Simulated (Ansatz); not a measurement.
Geometry relaxation of ZnO (part 2 of 2)

The same run, continued: ZnO (4 atoms in the cell); DFT r2SCAN, scalar-relativistic, plane waves, PAW, no spin polarisation (Ansatz 0.2.0); cutoff 500 eV, 12×12×6 k-mesh, Gaussian smearing of 0.02 eV. The structure was made by swapping elements on the sites of another compound; it need not be a known phase. It belongs to a series of runs on one base structure; here: Mn -> Zn on all its sites, cell and atoms relaxed.

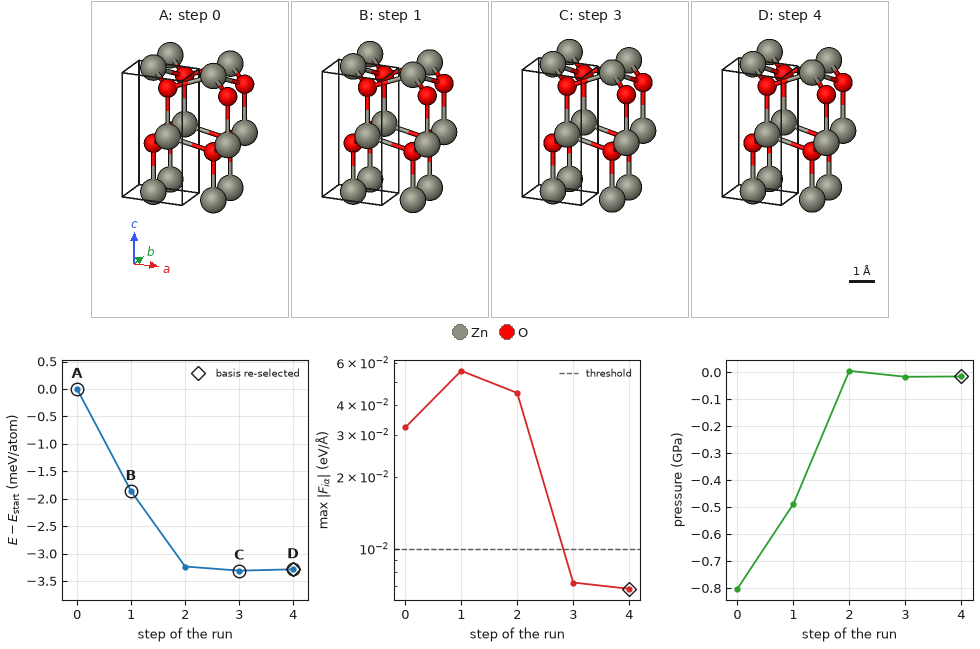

Fig. 1: Frames of the relaxation (ball-and-stick view of the cell of the calculation, repeated 2 × 2 × 1, seen slightly off an axis) above the curves, on which the letters mark them (the first geometry is step 0 here and step 1 in the log).

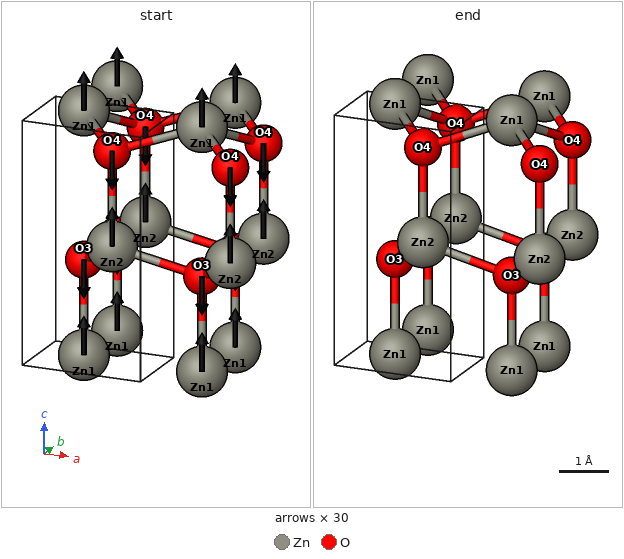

Fig. 2: Before (left) and after (right) the relaxation, at one scale (ball-and-stick view of the cell of the calculation, repeated 2 × 2 × 1, seen slightly off an axis). The black arrows give the displacements (without the part carried along by the change of the cell), magnified 30 times. After 3 geometry steps the energy has fallen by 3.3 meV per atom. The largest force component goes from 0.032 to 0.0068 eV/Å. The pressure goes from −0.80 to −0.02 GPa. The largest moves relative to the cell, 0.028 Å, are those of Zn1, Zn2, O3 and O4. Largest moves by element: O 0.028 Å, Zn 0.028 Å. Cell: a = b 3.278 → 3.235 Å (−1.3 %), c 5.098 → 5.211 Å (+2.2 %). Volume −0.4 %. Among the contacts that change: Zn1–O3 1.989 → 1.977 Å. Among the angles that change: O3–Zn1–O4 106.5° → 108.6°, Zn1–O4–Zn2 106.5° → 108.6°. The space group stays P6_3mc (No. 186). A last SCF at the same geometry on a re-selected plane-wave basis shifts the energy by +0.0 meV per atom. (Atoms are counted from 1 in the order of the input.)

```
basis re-selected at this cell: Δ(F+E_penalty+E_count) = +9.637e-5 eV, ΔP = +0.001 GPa vs the last step (what re-selecting the basis moved, of the pressure what is left beyond the Pulay correction that the steps carried, after the strain that the cell walked since its last selection, with what the two solves' SCF thresholds leave and, on support functions, any second-order correction that the steps lacked; it is no measure of the basis error at this ecutwfc). This SCF's stress stands 5.74e-2 GPa from its target on what of the cell is left free (relax.cell.stress_tol is 1.00e-1 GPa) and its largest allowed force component is 6.79e-3 eV/Å (relax.f_tol is 1.00e-2 eV/Å): within both
SCF converged after 6 iterations
Free energy (F): -7789.852942 eV
Harris-Foulkes:  -7789.852942 eV  (|F-HF|=2.91e-11)
Internal energy: -7789.852942 eV  (E = F + TS)
E sigma→0 (E₀):  -7789.852942 eV
Fermi energy:    7.586122 eV
--- Per-component energies (eV) ---
  E_band       = 49.613249
  E_kinetic    = 612.809992
  E_local      = -4006.071394  (includes V_loc(G=0)·N_el)
  E_nonlocal   = 1342.598674
  E_hartree    = 1653.234386
  E_xc         = -392.760494
  E_vxc        = -315.762408  (∫ρ·V_xc dr)
  E_paw        = -4029.068739  (= ΣΔE_a)
  E_vpaw       = -909.579238  (= ΣTr[D̂ρ^β])
  E_aug_tail   = 0.001863  (compensation charges beyond the density's cutoff)
  E_vtau       = 19.147110  (kinetic-family band-sum trace: ∫τ·v_τ [+ j·A + Jᵃ·Aᵃ] dr)
  E_ewald      = -2970.168111
  E_core_change = -0.429119  (= ΣΔE_core)
  E_smearing   = -0.000000  (= −TS)
  E_closure    = 0.000000  (closes the sum)
  Σ components = -7789.852942   (vs F -7789.852942, Δ=0.00e0)
--- Forces (eV/Å), atoms counted from 1 ---
  atom   1  Zn     0.00000000    -0.00000000    -0.00685412
  atom   2  Zn    -0.00000000     0.00000000    -0.00685412
  atom   3  O     -0.00000000     0.00000000     0.00672710
  atom   4  O     -0.00000000    -0.00000000     0.00672710
  max |Σ_I F_I| component: 2.54e-4 eV/Å
--- Stress (GPa, compression-positive) ---
       -0.051445       0.000000       0.000000
        0.000000      -0.051445       0.000000
        0.000000       0.000000       0.057354
  P = ⅓ Tr σ = -0.0152 GPa (-0.152 kbar)
--- Band table (eV; the first three rows and the last of 76) ---
  k-point 0: bands = ["-12.1587", "-11.4592", "1.1135", "1.1135", "1.1665", "1.2368", "1.3212", "1.3212", "2.3795", "2.3795", "2.5876", "2.5876", "2.8612", "6.1501", "6.1501", "6.8729", "6.9671", "6.9671", "8.2050", "12.8558", "15.8004", "20.7352"]
  k-point 1: bands = ["-12.1140", "-11.5085", "1.1166", "1.1180", "1.1214", "1.1214", "1.3005", "1.3005", "2.3984", "2.3984", "2.5794", "2.5794", "3.1792", "6.2061", "6.2061", "6.3720", "6.9138", "6.9138", "8.7975", "12.5826", "16.0437", "20.7361"]
  k-point 2: bands = ["-11.9905", "-11.6410", "0.9610", "1.0101", "1.1473", "1.1473", "1.2498", "1.2498", "2.4467", "2.4467", "2.5521", "2.5521", "3.8867", "5.5623", "6.3583", "6.3583", "6.7671", "6.7671", "9.8294", "11.8737", "16.7256", "19.2803"]
  k-point 75: bands = ["-11.3258", "-11.3258", "1.1358", "1.1358", "1.3425", "1.3425", "1.9223", "1.9223", "2.3857", "2.3857", "2.9025", "2.9025", "3.2167", "3.2167", "4.2280", "4.2280", "5.6776", "5.6776", "15.4936", "15.4936", "15.7005", "15.7005"]
--- Relaxed structure (4 steps of the walk, 4 accepted, 1 SCFs on fresh bases) ---
  F+E_penalty+E_count = -7789.85294185 eV   max|allowed force component| = 6.791e-3 eV/Å   (the final SCF, on the basis selected at the relaxed cell)
  cell:  # Å, volume = 47.2423 Å³
    - [3.23542616371683, 7.796992735310061e-19, 4.015442580483416e-18]
    - [-1.617713081858415, 2.8019612498476048, -2.0077212902417097e-18]
    - [6.245844078125064e-18, -5.083100357274171e-33, 5.2111972763381855]
  atoms:
    - { symbol: Zn, position: [0.3333333333333333, 0.6666666666666666, 0.0034842223150953703] }
    - { symbol: Zn, position: [0.6666666666666666, 0.3333333333333333, 0.5034842223150954] }
    - { symbol: O, position: [0.3333333333333333, 0.6666666666666666, 0.3829457776849045] }
    - { symbol: O, position: [0.6666666666666666, 0.3333333333333333, 0.8829457776849045] }
```

Trajectory as extended XYZ (Å, eV, eV/Å), 5 frames, from step=1 to step=5:
```
4
Lattice="3.2776 0.0000 0.0000 -1.6388 2.8385 0.0000 0.0000 0.0000 5.0981" Properties=species:S:1:pos:R:3:forces:R:3 step=1 energy=-7789.83980 pressure_GPa=-0.80
Zn    0.0000    1.8923   -0.0093    0.0000   0.0000   0.0321
Zn    1.6388    0.9462    2.5398    0.0000   0.0000   0.0321
O     0.0000    1.8923    1.9794    0.0000   0.0000  -0.0322
O     1.6388    0.9462    4.5284    0.0000   0.0000  -0.0322
4
Lattice="3.2619 0.0000 0.0000 -1.6309 2.8249 0.0000 0.0000 0.0000 5.1399" Properties=species:S:1:pos:R:3:forces:R:3 step=2 energy=-7789.84724 pressure_GPa=-0.49
Zn    0.0000    1.8832   -0.0021    0.0000   0.0000   0.0553
Zn    1.6309    0.9416    2.5679    0.0000   0.0000   0.0553
O     0.0000    1.8832    1.9883    0.0000   0.0000  -0.0555
O     1.6309    0.9416    4.5582    0.0000   0.0000  -0.0555
4
Lattice="3.2348 0.0000 0.0000 -1.6174 2.8014 0.0000 0.0000 0.0000 5.2126" Properties=species:S:1:pos:R:3:forces:R:3 step=3 energy=-7789.85274 pressure_GPa=0.01
Zn    0.0000    1.8676    0.0145    0.0000   0.0000   0.0447
Zn    1.6174    0.9338    2.6208    0.0000   0.0000   0.0447
O     0.0000    1.8676    1.9998    0.0000   0.0000  -0.0449
O     1.6174    0.9338    4.6061    0.0000   0.0000  -0.0449
4
Lattice="3.2354 0.0000 0.0000 -1.6177 2.8020 0.0000 0.0000 0.0000 5.2112" Properties=species:S:1:pos:R:3:forces:R:3 step=4 energy=-7789.85304 pressure_GPa=-0.02
Zn    0.0000    1.8680    0.0182    0.0000   0.0000  -0.0074
Zn    1.6177    0.9340    2.6238    0.0000   0.0000  -0.0074
O     0.0000    1.8680    1.9956    0.0000   0.0000   0.0070
O     1.6177    0.9340    4.6012    0.0000   0.0000   0.0070
4
Lattice="3.2354 0.0000 0.0000 -1.6177 2.8020 0.0000 0.0000 0.0000 5.2112" Properties=species:S:1:pos:R:3:forces:R:3 step=5 energy=-7789.85294 pressure_GPa=-0.02
Zn    0.0000    1.8680    0.0182    0.0000   0.0000  -0.0069
Zn    1.6177    0.9340    2.6238    0.0000   0.0000  -0.0069
O     0.0000    1.8680    1.9956    0.0000   0.0000   0.0067
O     1.6177    0.9340    4.6012    0.0000   0.0000   0.0067
```

The run was set up as follows.

The input:
```yaml
crystal:
  lattice:
    - [3.277563604, 0.0, 0.0]
    - [-1.638781802, 2.8384533436, 0.0]
    - [0.0, 0.0, 5.0981058293]
  atoms:
    - { symbol: Zn, position: [0.3333333333, 0.6666666667, -0.0018230057] }
    - { symbol: Zn, position: [0.6666666667, 0.3333333333, 0.4981769943] }
    - { symbol: O, position: [0.3333333333, 0.6666666667, 0.3882530057] }
    - { symbol: O, position: [0.6666666667, 0.3333333333, 0.8882530057] }
basis:
  ecutwfc: 500
kpoints:
  mp_grid: { grid: [12, 12, 6] }
hamiltonian:
  xc: r2scan
scf:
  occupations: { method: gaussian, width: 0.02 }
output:
  forces: true
  stress: true
  eigenvalues: true
relax:
  adjacent_minimum: "off"
  f_tol: 0.01
  max_steps: 60
  cell: { stress_tol: 0.1 }
```

Launch command:
```bash
ansatz run input.yaml --threads 1 --pin off --max-ram 2560MiB --backend cpu --events-out ev --progress --plain --runs-dir out
```

Key numbers:

| quantity | value |
| --- | --- |
| outcome | converged |
| space group (tolerance 0.01 Å) | P6₃mc (186) |
| electrons treated | 36 |
| free energy | −7789.8529 eV |
| Fermi energy | 7.586 eV |
| gap on the k-point mesh | 1.24 eV |
| pressure | −0.02 GPa |
| final volume | 47.24 Å³ |
| largest force (length of the vector) at the end | 0.007 eV/Å |
| final cell | a = 3.235 Å, b = 3.235 Å, c = 5.211 Å, α = 90.00°, β = 90.00°, γ = 120.00° |
| hardware | 1 thread of AMD EPYC (Zen 5), 16 GiB of memory available, shared host |
| wall time | 24 s |
| peak memory | 0.55 GiB |
